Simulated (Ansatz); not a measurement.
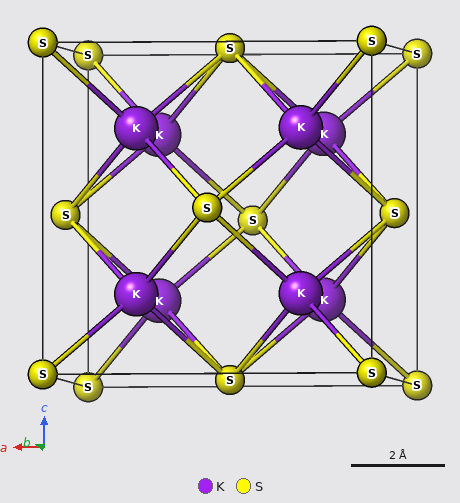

This is a symmetric starting cell of K$_{2}$S (made from another compound by putting K in place of Na). Style: ball-and-stick. Shown: the conventional cell (4 times the calculation's cell), from a free direction. Lengths and directions refer to the drawn axes.

Level of theory: DFT PBEsol, scalar-relativistic, plane waves, PAW in Ansatz 0.2.0. Set-up: plane-wave cutoff 420 eV; k-point mesh 6 × 6 × 6; occupations gaussian; smearing width 0.02 eV; no spin polarisation.

Now this is done to it. All lengths are scaled by −1.8 % (volume −5.2 %), the atoms keeping their fractional coordinates. No relaxation follows. The starting cell wasn't computed here and needn't be at equilibrium, so pressure and forces aren't due to the change alone.

### Predict the response.

The pressure is 2.9 GPa (not all of it need come from the change, since the unchanged cell can be under pressure at this level too). All forces vanish by symmetry. Some distances before and after: K–S 3.113 → 3.058 Å. The space group stays Fm-3m (No. 225).

The changed structure in the same view:

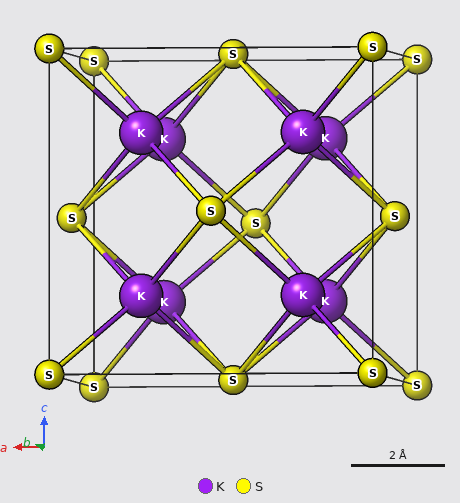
